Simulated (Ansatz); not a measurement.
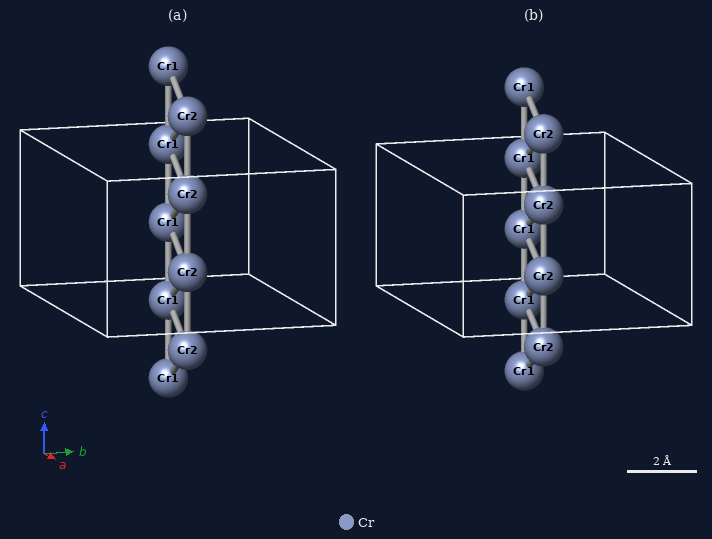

The structure of a wire of composition Cr before (left) and after (right) a relaxation, at one scale.

Style: ball-and-stick. Shown: the 2 repeat of the cell, with the vacuum cut short, slightly off an axis.

Case: strip chain of atoms.

Method: DFT PBEsol, scalar-relativistic, plane waves, PAW (Ansatz 0.2.0).

The input:
```yaml
crystal:
  lattice:
    - [11.0, 0.0, 0.0]
    - [0.0, 9.3, 0.0]
    - [0.0, 0.0, 2.3250342052]
  atoms:
    - { symbol: Cr, position: [0.4102688343, 0.5, 0.0], spin: 1.5 }
    - { symbol: Cr, position: [0.5897311657, 0.5, 0.5], spin: 1.5 }
basis:
  ecutwfc: 420
kpoints:
  mp_grid: { grid: [1, 1, 28] }
hamiltonian:
  xc: pbesol
scf:
  occupations: { method: gaussian, width: 0.05 }
output:
  forces: true
  stress: true
  eigenvalues: true
  populations: true
  write_density: true
  write_potential: true
  elf: true
  volumetric_format: npy
magnetization:
  spin_polarized: true
relax:
  adjacent_minimum: "off"
  f_tol: 0.01
  max_steps: 45
  cell: { fix: [a, b, alpha, beta, gamma], stress_tol: 0.03 }
```

Command:
```bash
ansatz run input.yaml --threads 2 --pin off --max-ram 5120MiB --backend cpu --events-out ev --progress --plain --runs-dir out
```

What changed between the two?

The largest moves relative to the layer's centre, 0.014 Å, are those of Cr1 and Cr2. Along the periodic axis the drawn cell goes c 4.650 → 4.232 Å (−9.0 %). Among the contacts that change: Cr1–Cr1 2.325 → 2.116 Å, Cr1–Cr2 2.291 → 2.265 Å. Bond angles that change, for instance: Cr2–Cr1–Cr2 61.0° → 55.7°, Cr1–Cr1–Cr2 59.5° → 62.2°, Cr1–Cr1–Cr2 120.5° → 117.8°. The energy falls by 0.313 eV per cell of the calculation in 5 accepted moves (6 points after the start). Largest force component: 0.77 eV/Å at the start, 0.00053 eV/Å at the end. The SCF was repeated once at an unchanged geometry on a basis and grid sized afresh for the cell, which shifted the energy by 0.7 meV per cell of the calculation at most.

Limits of the set-up: the k-point mesh is coarse for a cell with partly filled bands.
